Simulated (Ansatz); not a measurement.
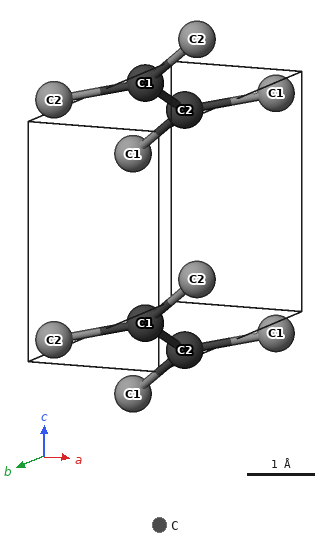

Fig. 1: The input geometry of run 1 (ball-and-stick view of the reduced cell, seen at an oblique angle; neighbours outside the cell are drawn fainter; atoms are numbered from 1 in the order of the input).

**C: a changed input and its effect**

System: C (2 atoms in the cell).
Method of run 1: DFT, LDA, PAW with Ansatz's default frozen-core files, scalar-relativistic; relaxation of atoms, no spin polarisation (Ansatz 0.2.0).

The structure derives from a Materials Project entry. Text and figures count atoms from 1; the logs count them from 0 in places.

**The input, run 1**
```yaml
crystal:
  lattice:
    - [2.10669182611, -1.21630127764, -0.01044137045]
    - [2.10669182611, 1.21630127764, -0.01044137045]
    - [-1.3828895703, 0.0, 3.32966530194]
  atoms:
    - { symbol: C, position: [0.83338354116, 0.83338354116, 0.00015094231] }
    - { symbol: C, position: [0.16661645884, 0.16661645884, 0.99984905769] }
kpoints:
  mp_grid: { grid: [10, 10, 6] }
scf:
  occupations: { method: fixed }
hamiltonian:
  xc: lda
  pseudopotentials: { kind: paw }
relax:
  f_tol: 0.002
  max_steps: 80
output:
  forces: true
  stress: true
```

Launched with:
```bash
ansatz run input.yaml --threads 1 --pin off --max-ram 3072MiB --backend cpu --events-out ev --progress --plain --runs-dir out
```

Hardware: 1 thread of AMD EPYC (Zen 3), 192 GiB of memory available, shared host.

**Output, shortened to warnings, some set-up lines, iterations and results (run 1)**
```
Warning: output.stress: scf.convergence.dr2_threshold = 4e-9 eV (the default of a walk held to its f_tol) is looser than the 2e-10 eV advised for a printed stress (1e-10 eV for each atom of the cell: 2). What an SCF threshold leaves in a stress goes as its square root, and in the free energy as the threshold itself, and one threshold admits the most on a small cell: of the crystals measured, …
Basis set: ecut = 420 eV, 303 PW (Γ)
Symmetry: 4 space group operations
k-points: 172 of 600
Initial density: superposition of atomic densities (neutral atoms: chi_scale 0, normalization atom), corrected by the library's trained network
[...]
SCF iter   1: F=—  HF=-485.966003 eV  |F-HF|=—  |Δ(HF+E_count)|=         —  Δρ=5.84e-3  dr2=2.02e-3  ethr=1.77e-3  ⟨swp⟩=3.9  Hψ=7756  notcnv=0  defer=266
SCF iter   2: F=—  HF=-485.965926 eV  |F-HF|=—  |Δ(HF+E_count)|=   7.70e-5  Δρ=2.83e-3  dr2=4.52e-4  ethr=2.53e-5  ⟨swp⟩=2.1  Hψ=3053  notcnv=0  defer=316
SCF iter   3: F=—  HF=-485.965851 eV  |F-HF|=—  |Δ(HF+E_count)|=   7.48e-5  Δρ=2.13e-4  dr2=1.04e-5  ethr=5.65e-6  ⟨swp⟩=2.0  Hψ=1709  notcnv=0  defer=341
SCF iter   4: F=—  HF=-485.965847 eV  |F-HF|=—  |Δ(HF+E_count)|=   4.91e-6  Δρ=5.11e-5  dr2=5.17e-7  ethr=1.30e-7  ⟨swp⟩=2.3  Hψ=2062  notcnv=0
SCF iter   5: F=-485.965846 eV  HF=-485.965846 eV  |F-HF|=5.39e-11  |Δ(HF+E_count)|=   2.16e-7  Δρ=6.53e-6  dr2=3.38e-9  ethr=6.46e-9  ⟨swp⟩=2.8  Hψ=2075  notcnv=0
SCF iter   6: F=-485.965846 eV  HF=-485.965846 eV  |F-HF|=3.96e-11  |Δ(HF+E_count)|=  2.88e-10  Δρ=6.22e-7  dr2=5.74e-11  ethr=4.22e-11  ⟨swp⟩=2.1  Hψ=4557  notcnv=0
SCF 1 converged in 6 iterations: F = -485.965846 eV  dr2 = 5.74e-11
relax step   1: F+E_penalty+E_count = -485.96584635 eV  Δ(F+E_penalty+E_count) = +0.000e0 eV  max|allowed force component| = 3.794e-3 eV/Å  Δτ_max = 0.0000 Å  (6 SCF iters, …
SCF iter   1: F=—  HF=-485.965847 eV  |F-HF|=—  |Δ(HF+E_count)|=         —  Δρ=3.13e-5  dr2=4.35e-8  ethr=5.83e-10  ⟨swp⟩=1.0  Hψ=6546  notcnv=0
SCF iter   2: F=—  HF=-485.965847 eV  |F-HF|=—  |Δ(HF+E_count)|=   6.17e-9  Δρ=1.35e-5  dr2=6.66e-9  ethr=5.44e-10  ⟨swp⟩=1.2  Hψ=1233  notcnv=0
SCF iter   3: F=-485.965847 eV  HF=-485.965847 eV  |F-HF|=3.55e-11  |Δ(HF+E_count)|=  1.67e-10  Δρ=1.54e-6  dr2=7.23e-11  ethr=5.00e-11  ⟨swp⟩=4.2  Hψ=3518  notcnv=0
SCF 2 converged in 3 iterations: F = -485.965847 eV  dr2 = 7.23e-11
relax step   2: F+E_penalty+E_count = -485.96584677 eV  Δ(F+E_penalty+E_count) = -4.123e-7 eV  max|allowed force component| = 3.707e-4 eV/Å  Δτ_max = 0.0001 Å  (3 SCF iters, …
SCF converged after 3 iterations
Free energy (F): -485.965847 eV
Harris-Foulkes:  -485.965847 eV  (|F-HF|=3.55e-11)
Internal energy: -485.965847 eV  (E = F + TS)
E sigma→0 (E₀):  -485.965847 eV
Fermi energy:    6.621068 eV
--- Per-component energies (eV) ---
  E_band       = -16.683919
  E_kinetic    = 183.996455
  E_local      = -307.594025  (includes V_loc(G=0)·N_el)
  E_nonlocal   = 57.397030
  E_hartree    = 92.013822
  E_xc         = -95.604755
  E_vxc        = -118.888989  (∫ρ·V_xc dr)
  E_paw        = -184.028295  (= ΣΔE_a)
  E_vpaw       = -15.622052  (= ΣTr[D̂ρ^β])
  E_aug_tail   = 0.000021  (compensation charges beyond the density's cutoff)
  E_ewald      = -232.271765
  E_core_change = 0.125665  (= ΣΔE_core)
  E_smearing   = -0.000000  (= −TS)
  E_closure    = 0.000000  (closes the sum)
  Σ components = -485.965847   (vs F -485.965847, Δ=0.00e0)
--- Forces (eV/Å), atoms counted from 1 ---
  atom   1  C      0.00012388    -0.00000000     0.00037073
  atom   2  C     -0.00012388     0.00000000    -0.00037073
  max |Σ_I F_I| component: 0.00e0 eV/Å
--- Stress (GPa, compression-positive) ---
        6.632368      -0.000000      -0.035902
       -0.000000       6.639904      -0.000000
       -0.035902      -0.000000       0.222420
  P = ⅓ Tr σ = 4.4982 GPa (44.982 kbar)
--- Relaxed structure (2 steps of the walk, 2 accepted, 0 SCFs on fresh bases) ---
  F+E_penalty+E_count = -485.96584677 eV   max|allowed force component| = 3.707e-4 eV/Å
  atoms:
    - { symbol: C, position: [0.8333717213350634, 0.8333717213350634, 0.0001147278273857721] }
    - { symbol: C, position: [0.1666282786649365, 0.1666282786649365, 0.9998852721726139] }
```

For run 2 the input was changed thus:
```diff
-  mp_grid: { grid: [10, 10, 6] }
+  mp_grid: { grid: [10, 10, 6], shift: [0.5, 0.5, 0.5] }
+  algorithm: direct_min
-  xc: lda
+  xc: pbe
```

What does this change do to the results?

The total energies belong to different methods, so their difference says nothing on which is more stable or more accurate. The pressure goes from 4.50 to 13.25 GPa. The functional changes from LDA to PBE. The irreducible k-points go from 172 to 165. On the same kind of shared host run 2 took about 2.3 times as long.

**Output, shortened to warnings, some set-up lines, iterations and results (run 2)**
```
Warning: output.stress: scf.convergence.dr2_threshold = 4e-9 eV (the default of a walk held to its f_tol) is looser than the 2e-10 eV advised for a printed stress (1e-10 eV for each atom of the cell: 2). What an SCF threshold leaves in a stress goes as its square root, and in the free energy as the threshold itself, and one threshold admits the most on a small cell: of the crystals measured, …
Basis set: ecut = 420 eV, 303 PW (Γ), exchange–correlation on 36×36×50 points (8 copies of the dense FFT grid, shifted against one another)
Symmetry: 4 space group operations
k-points: 165 of 600
Initial density: superposition of atomic densities (neutral atoms: chi_scale 0, normalization atom), corrected by the library's trained network
[...]
SCF iter   1: F=—  HF=-501.827061 eV  |F-HF|=—  |Δ(HF+E_count)|=         —  Δρ=2.20e-3  dr2=5.87e-4  ethr=1.77e-3  ⟨swp⟩=6.5  Hψ=6878  notcnv=0
SCF iter   2: F=—  HF=-501.827513 eV  |F-HF|=—  |Δ(HF+E_count)|=   4.52e-4  Δρ=4.38e-4  dr2=2.57e-5  ethr=3.23e-7  ⟨swp⟩=2.1  Hψ=7878  notcnv=0  defer=2
SCF iter   3: F=—  HF=-501.827503 eV  |F-HF|=—  |Δ(HF+E_count)|=   9.65e-6  Δρ=3.40e-5  dr2=1.56e-7  ethr=3.22e-7  ⟨swp⟩=3.0  Hψ=4009  notcnv=0  defer=1
SCF iter   4: F=-501.827503 eV  HF=-501.827503 eV  |F-HF|=3.14e-11  |Δ(HF+E_count)|=   2.07e-8  Δρ=1.41e-6  dr2=9.15e-11  ethr=1.95e-9  ⟨swp⟩=3.0  Hψ=4252  notcnv=0  defer=1
SCF 1 converged in 4 iterations: F = -501.827503 eV  dr2 = 9.15e-11
[... 9 lines ...]
relax step   3: F+E_penalty+E_count = -501.82753946 eV  Δ(F+E_penalty+E_count) = -1.044e-5 eV  max|allowed force component| = 1.539e-3 eV/Å  Δτ_max = 0.0003 Å  (3 SCF iters, …
SCF iter   1: F=—  HF=-501.827539 eV  |F-HF|=—  |Δ(HF+E_count)|=         —  Δρ=4.26e-7  dr2=1.65e-11  ethr=1.00e-12  ⟨swp⟩=3.7  Hψ=6061  notcnv=0
SCF iter   2: F=-501.827539 eV  HF=-501.827539 eV  |F-HF|=2.27e-13  |Δ(HF+E_count)|=  4.38e-12  Δρ=7.57e-8  dr2=7.09e-13  ethr=1.00e-12  ⟨swp⟩=2.1  Hψ=3316  notcnv=0
SCF 4 converged in 2 iterations: F = -501.827539 eV  dr2 = 7.09e-13
relax step   4: F+E_penalty+E_count = -501.82753946 eV  Δ(F+E_penalty+E_count) = -1.125e-11 eV  max|allowed force component| = 1.551e-3 eV/Å  Δτ_max = 0.0000 Å  (2 SCF iters, …
NSCF: frozen V_eff on 165 k-points
the band table was solved once a step of the walk had ended and its energy, with any forces and stress, was formed, with the checks that follow a solve (10012 applications of the Hamiltonian). They found nothing against the state; the energy, forces and stress were not computed again …
SCF converged after 2 iterations
Stability not checked: this state was not tested for a lower state beside it, because a direct minimisation reached the state, and no test of it is asked (direct_minimisation; see scf.lower_state_search)
Free energy (F): -501.827539 eV
Harris-Foulkes:  -501.827539 eV  (|F-HF|=2.27e-13)
Internal energy: -501.827539 eV  (E = F + TS)
E sigma→0 (E₀):  -501.827539 eV
Fermi energy:    7.159702 eV
--- Per-component energies (eV) ---
  E_band       = -15.063838
  E_kinetic    = 184.296045
  E_local      = -305.995302  (includes V_loc(G=0)·N_el)
  E_nonlocal   = 55.216264
  E_hartree    = 92.535138
  E_xc         = -96.681650
  E_vxc        = -119.753248  (∫ρ·V_xc dr)
  E_paw        = -198.926379  (= ΣΔE_a)
  E_vpaw       = -13.897890  (= ΣTr[D̂ρ^β])
  E_aug_tail   = 0.000017  (compensation charges beyond the density's cutoff)
  E_ewald      = -232.271673
  E_smearing   = -0.000000  (= −TS)
  E_closure    = 0.000000  (closes the sum)
  Σ components = -501.827539   (vs F -501.827539, Δ=0.00e0)
--- Forces (eV/Å), atoms counted from 1 ---
  atom   1  C     -0.00155110    -0.00000000     0.00024720
  atom   2  C      0.00155110     0.00000000    -0.00024720
  max |Σ_I F_I| component: 0.00e0 eV/Å
--- Stress (GPa, compression-positive) ---
       18.391317      -0.000000       0.040341
       -0.000000      17.457896       0.000000
        0.040342       0.000000       3.913098
  P = ⅓ Tr σ = 13.2541 GPa (132.541 kbar)
--- Relaxed structure (4 steps of the walk, 4 accepted, 0 SCFs on fresh bases) ---
  F+E_penalty+E_count = -501.82753946 eV   max|allowed force component| = 1.551e-3 eV/Å
  atoms:
    - { symbol: C, position: [0.8332584360429235, 0.8332584360429235, 0.00015708867687101464] }
    - { symbol: C, position: [0.1667415639570765, 0.1667415639570765, 0.9998429113231286] }
```

**The two runs side by side**

| quantity | run 1 | run 2 |
| --- | --- | --- |
| outcome | converged | converged |
| free energy per atom (eV) | −242.9829 | −250.9138 |
| pressure (GPa) | 4.50 | 13.25 |
| largest force (eV/Å) | 0.000 | 0.002 |
| SCF iterations | 9 | – |
| irreducible k-points | 172 | 165 |
| gap on the mesh (eV) | – | 0.56 |
| wall time (shared host) | 2.4 s | 5.4 s |

For both runs: Warnings: the SCF threshold is looser than advised for the printed stress.
